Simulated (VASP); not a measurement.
# Geometry relaxation, with input and output: FeGe$_{31}$ (part 1 of 9)

- system: FeGe$_{31}$ (defect cell, 32 atoms in the cell)
- method: Kohn-Sham DFT of a periodic cell, PBE, VASP PAW PBE potentials, recommended, spin-polarised (VASP 6.6.1)

The structure derives from an entry of the Crystallography Open Database.

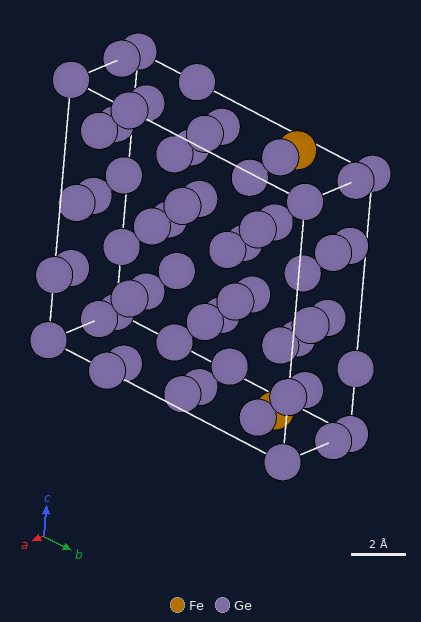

Figure 1. The starting structure (spheres-only view of the cell of the calculation, seen slightly off an axis).

## INCAR
```
PREC = Normal ; ENCUT = 450
EDIFF = 1E-6 ; ISMEAR = 1
SIGMA = 0.1 ; LREAL = Auto
LASPH = T ; NELM = 150
ALGO = Normal ; ISIF = 2
LWAVE = F ; LCHARG = F
ISPIN = 2 ; MAGMOM = 4 0 0 0 0 0 0 0 0 0 0 0 0 0 0 0 0 0 0 0 0 0 0 0 0 0 0 0 0 0 0 0
LORBIT = 11 ; LMAXMIX = 4
GGA = PE ; IBRION = 2
NSW = 70 ; EDIFFG = -0.025
AMIX = 0.2 ; BMIX = 1E-4
AMIX_MAG = 0.8 ; BMIX_MAG = 1E-4
ICORELEVEL = 1 ; ISYM = 0
KPAR = 2 ; NCORE = 2
```

## KPOINTS
```
Automatic mesh
0
Gamma
  3 3 3
```

## POSCAR
```
FeGe31
1.0
   -5.7610020000     -5.7610020000      5.7610020000
    5.7610020000     -5.7610020000     -5.7610020000
    5.7610020000      5.7610020000      5.7610020000
Fe Ge
1 31
Direct
    0.2500000000      0.7500000000      0.0000000000
    0.0000000000      0.7500000000      0.2500000000
    0.5000000000      0.5000000000      0.0000000000
    0.2500000000      0.5000000000      0.2500000000
    0.0000000000      0.5000000000      0.5000000000
    0.7500000000      0.7500000000      0.5000000000
    0.5000000000      0.7500000000      0.7500000000
    0.0000000000      0.0000000000      0.0000000000
    0.7500000000      0.2500000000      0.0000000000
    0.5000000000      0.2500000000      0.2500000000
    0.2500000000      0.2500000000      0.5000000000
    0.0000000000      0.2500000000      0.7500000000
    0.7500000000      0.5000000000      0.7500000000
    0.7500000000      0.0000000000      0.2500000000
    0.5000000000      0.0000000000      0.5000000000
    0.2500000000      0.0000000000      0.7500000000
    0.2500000000      0.7500000000      0.2500000000
    0.0000000000      0.7500000000      0.5000000000
    0.5000000000      0.5000000000      0.2500000000
    0.2500000000      0.5000000000      0.5000000000
    0.0000000000      0.5000000000      0.7500000000
    0.7500000000      0.7500000000      0.7500000000
    0.5000000000      0.7500000000      0.0000000000
    0.0000000000      0.0000000000      0.2500000000
    0.7500000000      0.2500000000      0.2500000000
    0.5000000000      0.2500000000      0.5000000000
    0.2500000000      0.2500000000      0.7500000000
    0.0000000000      0.2500000000      0.0000000000
    0.7500000000      0.5000000000      0.0000000000
    0.7500000000      0.0000000000      0.5000000000
    0.5000000000      0.0000000000      0.7500000000
    0.2500000000      0.0000000000      0.0000000000
```

Run as:
```bash
cat potpaw_PBE.64/Fe/POTCAR potpaw_PBE.64/Ge_d/POTCAR > POTCAR
mpirun -np 4 vasp_std > vasp.out
```

## OSZICAR
```
N       E                     dE             d eps       ncg     rms          rms(c)
DAV:   1     0.691851644884E+04    0.69185E+04   -0.15908E+05 15664   0.416E+03
DAV:   2     0.146104858656E+04   -0.54575E+04   -0.52698E+04 14952   0.101E+03
DAV:   3     0.903712505629E+02   -0.13707E+04   -0.13019E+04 15008   0.279E+02
DAV:   4    -0.133255657052E+03   -0.22363E+03   -0.20853E+03 16964   0.111E+02
DAV:   5    -0.149888158935E+03   -0.16633E+02   -0.16221E+02 16920   0.307E+01    0.212E+01
DAV:   6    -0.160542131624E+03   -0.10654E+02   -0.48590E+01 26200   0.296E+01    0.450E+01
DAV:   7    -0.146796398985E+03    0.13746E+02   -0.20601E+01 22240   0.238E+01    0.173E+01
DAV:   8    -0.147411991003E+03   -0.61559E+00   -0.14196E+01 18712   0.103E+01    0.161E+01
DAV:   9    -0.146525491696E+03    0.88650E+00   -0.15414E+00 17416   0.354E+00    0.111E+01
DAV:  10    -0.146134387735E+03    0.39110E+00   -0.15660E+00 19304   0.475E+00    0.221E+00
DAV:  11    -0.146155566403E+03   -0.21179E-01   -0.32085E-01 18552   0.184E+00    0.150E+00
DAV:  12    -0.146174291158E+03   -0.18725E-01   -0.42584E-02 17728   0.106E+00    0.131E+00
DAV:  13    -0.146166551904E+03    0.77393E-02   -0.16046E-02 17760   0.952E-01    0.101E+00
DAV:  14    -0.146174837614E+03   -0.82857E-02   -0.82371E-03 19496   0.405E-01    0.532E-01
DAV:  15    -0.146175818088E+03   -0.98047E-03   -0.25048E-03 18056   0.248E-01    0.235E-01
DAV:  16    -0.146175741687E+03    0.76401E-04   -0.14668E-03 17760   0.197E-01    0.694E-02
DAV:  17    -0.146175768711E+03   -0.27024E-04   -0.30814E-04 17880   0.612E-02    0.553E-02
DAV:  18    -0.146175752616E+03    0.16095E-04   -0.52453E-05 16632   0.652E-02    0.292E-02
DAV:  19    -0.146175756239E+03   -0.36228E-05   -0.34463E-05 16760   0.446E-02    0.104E-02
DAV:  20    -0.146175756270E+03   -0.31330E-07   -0.11698E-05 16848   0.295E-02    0.585E-03
DAV:  21    -0.146175756438E+03   -0.16757E-06   -0.21554E-06  9736   0.717E-03
   1 F= -.14617576E+03 E0= -.14617506E+03  d E =-.146176E+03  mag=     3.9941
       N       E                     dE             d eps       ncg     rms          rms(c)
DAV:   1    -0.146197716786E+03   -0.21961E-01   -0.10445E+01 17168   0.574E+00    0.485E-01
DAV:   2    -0.146219681479E+03   -0.21965E-01   -0.22670E-01 21032   0.148E+00    0.878E-01
DAV:   3    -0.146215854119E+03    0.38274E-02   -0.19979E-02 18208   0.815E-01    0.184E-01
DAV:   4    -0.146215838050E+03    0.16069E-04   -0.12539E-03 19888   0.985E-02    0.103E-01
DAV:   5    -0.146215801617E+03    0.36433E-04   -0.24683E-04 16512   0.649E-02    0.738E-02
DAV:   6    -0.146215788860E+03    0.12757E-04   -0.12246E-04 17944   0.835E-02    0.340E-02
DAV:   7    -0.146215793959E+03   -0.50995E-05   -0.60680E-05 17600   0.403E-02    0.187E-02
DAV:   8    -0.146215796181E+03   -0.22212E-05   -0.10756E-05 16408   0.386E-02    0.131E-02
DAV:   9    -0.146215797280E+03   -0.10995E-05   -0.55131E-06 13616   0.847E-03    0.559E-03
DAV:  10    -0.146215797370E+03   -0.89931E-07   -0.12600E-06  9512   0.945E-03
   2 F= -.14621580E+03 E0= -.14621598E+03  d E =-.400409E-01  mag=     4.0060
       N       E                     dE             d eps       ncg     rms          rms(c)
DAV:   1    -0.146188918704E+03    0.26879E-01   -0.27853E+01 16982   0.943E+00    0.106E+00
DAV:   2    -0.146267131346E+03   -0.78213E-01   -0.75099E-01 19768   0.280E+00    0.209E+00
DAV:   3    -0.146242582974E+03    0.24548E-01   -0.11133E-01 18064   0.186E+00    0.347E-01
DAV:   4    -0.146242729586E+03   -0.14661E-03   -0.73580E-03 19080   0.243E-01    0.161E-01
DAV:   5    -0.146242634161E+03    0.95425E-04   -0.86823E-04 18040   0.167E-01    0.143E-01
DAV:   6    -0.146242570623E+03    0.63538E-04   -0.68335E-04 17992   0.181E-01    0.464E-02
DAV:   7    -0.146242581723E+03   -0.11100E-04   -0.16806E-04 16456   0.844E-02    0.305E-02
DAV:   8    -0.146242582092E+03   -0.36877E-06   -0.44992E-05 17800   0.604E-02    0.174E-02
DAV:   9    -0.146242584882E+03   -0.27898E-05   -0.16518E-05 15312   0.236E-02    0.118E-02
DAV:  10    -0.146242584848E+03    0.33804E-07   -0.39883E-06 11600   0.167E-02
   3 F= -.14624258E+03 E0= -.14624438E+03  d E =-.668284E-01  mag=     4.0474
       N       E                     dE             d eps       ncg     rms          rms(c)
DAV:   1    -0.146242525141E+03    0.59741E-04   -0.81564E-02 16928   0.500E-01    0.573E-02
DAV:   2    -0.146242726380E+03   -0.20124E-03   -0.20251E-03 21400   0.157E-01    0.114E-01
DAV:   3    -0.146242651638E+03    0.74742E-04   -0.35543E-04 17160   0.107E-01    0.193E-02
DAV:   4    -0.146242652248E+03   -0.60975E-06   -0.19763E-05 14944   0.130E-02    0.917E-03
DAV:   5    -0.146242652095E+03    0.15346E-06   -0.28279E-06 11304   0.998E-03
   4 F= -.14624265E+03 E0= -.14624450E+03  d E =-.668957E-01  mag=     4.0495
       N       E                     dE             d eps       ncg     rms          rms(c)
DAV:   1    -0.146244523519E+03   -0.18713E-02   -0.30380E+00 17219   0.425E+00    0.177E-01
DAV:   2    -0.146250009100E+03   -0.54856E-02   -0.55301E-02 20856   0.839E-01    0.262E-01
DAV:   3    -0.146249728613E+03    0.28049E-03   -0.28411E-03 18213   0.265E-01    0.699E-02
DAV:   4    -0.146249738341E+03   -0.97274E-05   -0.22654E-04 17184   0.111E-01    0.470E-02
DAV:   5    -0.146249742290E+03   -0.39491E-05   -0.84750E-05 21877   0.502E-02    0.293E-02
DAV:   6    -0.146249744752E+03   -0.24622E-05   -0.38324E-05 18760   0.405E-02    0.135E-02
DAV:   7    -0.146249746643E+03   -0.18906E-05   -0.10880E-05 16256   0.127E-02    0.708E-03
DAV:   8    -0.146249746657E+03   -0.14625E-07   -0.11690E-06  9208   0.106E-02
   5 F= -.14624975E+03 E0= -.14625181E+03  d E =-.709456E-02  mag=     4.0492
       N       E                     dE             d eps       ncg     rms          rms(c)
DAV:   1    -0.146246481433E+03    0.32652E-02   -0.33461E+00 17219   0.446E+00    0.197E-01
DAV:   2    -0.146252658582E+03   -0.61771E-02   -0.61703E-02 20736   0.906E-01    0.321E-01
DAV:   3    -0.146252198577E+03    0.46000E-03   -0.38494E-03 17469   0.319E-01    0.745E-02
DAV:   4    -0.146252217188E+03   -0.18611E-04   -0.31406E-04 16992   0.128E-01    0.500E-02
DAV:   5    -0.146252223913E+03   -0.67246E-05   -0.11097E-04 21514   0.613E-02    0.356E-02
DAV:   6    -0.146252225541E+03   -0.16281E-05   -0.44537E-05 17752   0.440E-02    0.147E-02
DAV:   7    -0.146252228546E+03   -0.30047E-05   -0.12525E-05 17384   0.137E-02    0.750E-03
DAV:   8    -0.146252228704E+03   -0.15850E-06   -0.16489E-06  9288   0.152E-02
   6 F= -.14625223E+03 E0= -.14625443E+03  d E =-.957661E-02  mag=     4.0489
       N       E                     dE             d eps       ncg     rms          rms(c)
DAV:   1    -0.146251997218E+03    0.23133E-03   -0.30999E-01 16931   0.133E+00    0.424E-02
DAV:   2    -0.146252552890E+03   -0.55567E-03   -0.56136E-03 20480   0.256E-01    0.291E-02
DAV:   3    -0.146252565574E+03   -0.12684E-04   -0.14848E-04 18087   0.554E-02    0.242E-02
DAV:   4    -0.146252565380E+03    0.19335E-06   -0.27552E-05 17552   0.293E-02    0.219E-02
DAV:   5    -0.146252564227E+03    0.11535E-05   -0.58869E-06 11855   0.207E-02    0.103E-02
DAV:   6    -0.146252564881E+03   -0.65409E-06   -0.40984E-06 11888   0.114E-02
   7 F= -.14625256E+03 E0= -.14625469E+03  d E =-.336177E-03  mag=     4.0495
```

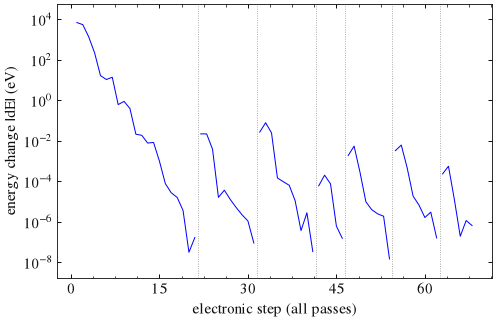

Figure 2. Convergence of the self-consistent field: energy change |dE| against the electronic step. Each stretch between dotted lines is the SCF of one geometry step of a relaxation. The 7 ionic steps take 5 to 21 electronic steps each.

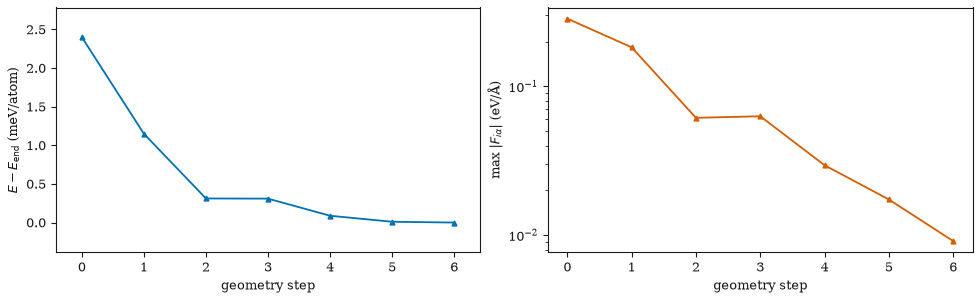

Figure 3. Progress of the relaxation, step by step (steps are counted from 0).

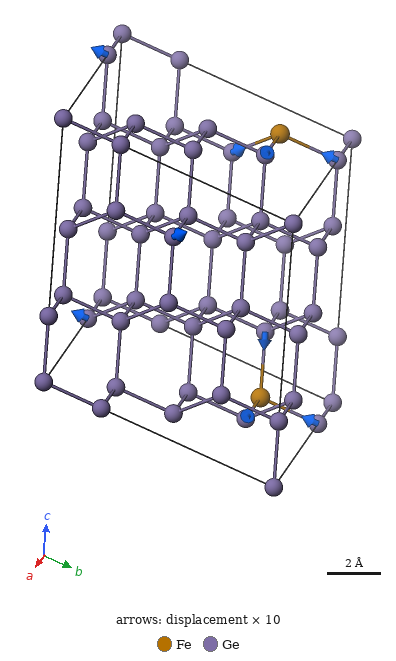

Figure 4. The starting structure with the displacements as blue arrows, magnified 10 times (ball-and-stick view of the cell of the calculation, seen slightly off an axis). Over 6 geometry steps the energy falls by 2.4 meV per atom. Largest force component: 0.29 eV/Å at the start, 0.0091 eV/Å at the end. The largest moves, 0.074 Å, are those of Ge17, Ge21, Ge23 and Ge32. Fe stays in place. The cell doesn't change. Distances before and after: Fe1–Ge17 2.495 → 2.421 Å, Ge10–Ge32 2.495 → 2.506 Å, Ge10–Ge19 2.495 → 2.504 Å. (Atoms are counted from 1 in the order of the input.)

## Parts of OUTCAR
```
PREC = Normal
   ENCUT = 450
   EDIFF = 1E-6
   ISMEAR = 1
   LREAL = Auto
   LASPH = T
   NELM = 150
   ISIF = 2
   ISPIN = 2
   LORBIT = 11
   GGA = PE
   IBRION = 2
   NSW = 70
   EDIFFG = -0.025
   AMIX = 0.2
   AMIX_MAG = 0.8
   ISYM = 0

 ion  position               nearest neighbor table
   1  0.250  0.750  0.000-  17 2.49  21 2.49  23 2.49  32 2.49
   2  0.000  0.750  0.250-  17 2.49  18 2.49  24 2.49  29 2.49
   3  0.500  0.500  0.000-  19 2.49  23 2.49  27 2.49  29 2.49
   4  0.250  0.500  0.250-  17 2.49  19 2.49  20 2.49  28 2.49
   5  0.000  0.500  0.500-  18 2.49  20 2.49  21 2.49  25 2.49
   6  0.750  0.750  0.500-  18 2.49  19 2.49  22 2.49  30 2.49
   7  0.500  0.750  0.750-  20 2.49  22 2.49  23 2.49  31 2.49
   8  0.000  0.000  0.000-  22 2.49  24 2.49  28 2.49  32 2.49
   9  0.750  0.250  0.000-  25 2.49  28 2.49  29 2.49  31 2.49
  10  0.500  0.250  0.250-  19 2.49  25 2.49  26 2.49  32 2.49
  11  0.250  0.250  0.500-  20 2.49  24 2.49  26 2.49  27 2.49
  12  0.000  0.250  0.750-  21 2.49  27 2.49  28 2.49  30 2.49
  13  0.750  0.500  0.750-  21 2.49  22 2.49  26 2.49  29 2.49
  14  0.750  0.000  0.250-  23 2.49  24 2.49  25 2.49  30 2.49
  15  0.500  0.000  0.500-  17 2.49  26 2.49  30 2.49  31 2.49
  16  0.250  0.000  0.750-  18 2.49  27 2.49  31 2.49  32 2.49
  17  0.250  0.750  0.250-   1 2.49   2 2.49   4 2.49  15 2.49
  18  0.000  0.750  0.500-   2 2.49   5 2.49   6 2.49  16 2.49
  19  0.500  0.500  0.250-   3 2.49   4 2.49   6 2.49  10 2.49
  20  0.250  0.500  0.500-   4 2.49   5 2.49   7 2.49  11 2.49
  21  0.000  0.500  0.750-   1 2.49   5 2.49  12 2.49  13 2.49
  22  0.750  0.750  0.750-   6 2.49   7 2.49   8 2.49  13 2.49
  23  0.500  0.750  0.000-   1 2.49   3 2.49   7 2.49  14 2.49
  24  0.000  0.000  0.250-   2 2.49   8 2.49  11 2.49  14 2.49
  25  0.750  0.250  0.250-   5 2.49   9 2.49  10 2.49  14 2.49
  26  0.500  0.250  0.500-  10 2.49  11 2.49  13 2.49  15 2.49
  27  0.250  0.250  0.750-   3 2.49  11 2.49  12 2.49  16 2.49
  28  0.000  0.250  0.000-   4 2.49   8 2.49   9 2.49  12 2.49
  29  0.750  0.500  0.000-   2 2.49   3 2.49   9 2.49  13 2.49
  30  0.750  0.000  0.500-   6 2.49  12 2.49  14 2.49  15 2.49
  31  0.500  0.000  0.750-   7 2.49   9 2.49  15 2.49  16 2.49
  32  0.250  0.000  0.000-   1 2.49   8 2.49  10 2.49  16 2.49

IMPORTANT INFORMATION: All symmetrisations will be switched off!
NOSYMM: (Re-)initialisation of all symmetry stuff for point group C_1.

----------------------------------------------------------------------------------------

                                     Primitive cell

  volume of cell :     764.8109

  direct lattice vectors                    reciprocal lattice vectors
    -5.761002000 -5.761002000  5.761002000     0.000000000 -0.086790458  0.086790458
     5.761002000 -5.761002000 -5.761002000     0.086790458 -0.086790458  0.000000000
     5.761002000  5.761002000  5.761002000     0.086790458  0.000000000  0.086790458

  length of vectors
     9.978348167  9.978348167  9.978348167     0.122740242  0.122740242  0.122740242

  position of ions in fractional coordinates (direct lattice)
     0.250000000  0.750000000  0.000000000
     0.000000000  0.750000000  0.250000000
     0.500000000  0.500000000  0.000000000
     0.250000000  0.500000000  0.250000000
     0.000000000  0.500000000  0.500000000
     0.750000000  0.750000000  0.500000000
     0.500000000  0.750000000  0.750000000
     0.000000000  0.000000000  0.000000000
     0.750000000  0.250000000  0.000000000
     0.500000000  0.250000000  0.250000000
     0.250000000  0.250000000  0.500000000
     0.000000000  0.250000000  0.750000000
     0.750000000  0.500000000  0.750000000
     0.750000000  0.000000000  0.250000000
     0.500000000  0.000000000  0.500000000
     0.250000000  0.000000000  0.750000000
     0.250000000  0.750000000  0.250000000
     0.000000000  0.750000000  0.500000000
     0.500000000  0.500000000  0.250000000
     0.250000000  0.500000000  0.500000000
     0.000000000  0.500000000  0.750000000
     0.750000000  0.750000000  0.750000000
     0.500000000  0.750000000  0.000000000
     0.000000000  0.000000000  0.250000000
     0.750000000  0.250000000  0.250000000
     0.500000000  0.250000000  0.500000000
     0.250000000  0.250000000  0.750000000
     0.000000000  0.250000000  0.000000000
     0.750000000  0.500000000  0.000000000
     0.750000000  0.000000000  0.500000000
     0.500000000  0.000000000  0.750000000
     0.250000000  0.000000000  0.000000000

  ion indices of the primitive-cell ions
   primitive index   ion index
                 1           1
                 2           2
                 3           3
                 4           4
                 5           5
                 6           6
                 7           7
                 8           8
                 9           9
                10          10
                11          11
                12          12
                13          13
                14          14
                15          15
                16          16
                17          17
                18          18
                19          19
                20          20
                21          21
                22          22
                23          23
                24          24
                25          25
                26          26
                27          27
                28          28
                29          29
                30          30
                31          31
                32          32

----------------------------------------------------------------------------------------

 KPOINTS: Automatic mesh

Automatic generation of k-mesh.
 Grid dimensions read from file:
 generate k-points for:    3    3    3

 Generating k-lattice:

  Cartesian coordinates                     Fractional coordinates (reciprocal lattice)
     0.000000000 -0.028930153  0.028930153     0.333333333  0.000000000  0.000000000
     0.028930153 -0.028930153  0.000000000     0.000000000  0.333333333  0.000000000
     0.028930153  0.000000000  0.028930153     0.000000000  0.000000000  0.333333333

  Length of vectors
     0.040913414  0.040913414  0.040913414

  Shift w.r.t. Gamma in fractional coordinates (k-lattice)
     0.000000000  0.000000000  0.000000000

 Subroutine IBZKPT returns following result:
 ===========================================

 Found     14 irreducible k-points:

 Following reciprocal coordinates:
            Coordinates               Weight
  0.000000  0.000000  0.000000      1.000000
  0.333333  0.000000  0.000000      2.000000
  0.000000  0.333333  0.000000      2.000000
  0.000000  0.000000  0.333333      2.000000
  0.333333  0.000000 -0.333333      2.000000
  0.333333 -0.333333  0.000000      2.000000
  0.000000  0.333333 -0.333333      2.000000
  0.333333  0.333333 -0.000000      2.000000
 -0.000000  0.333333  0.333333      2.000000
  0.333333  0.000000  0.333333      2.000000
 -0.333333 -0.333333 -0.333333      2.000000
 -0.333333  0.333333  0.333333      2.000000
  0.333333 -0.333333  0.333333      2.000000
  0.333333  0.333333 -0.333333      2.000000
```
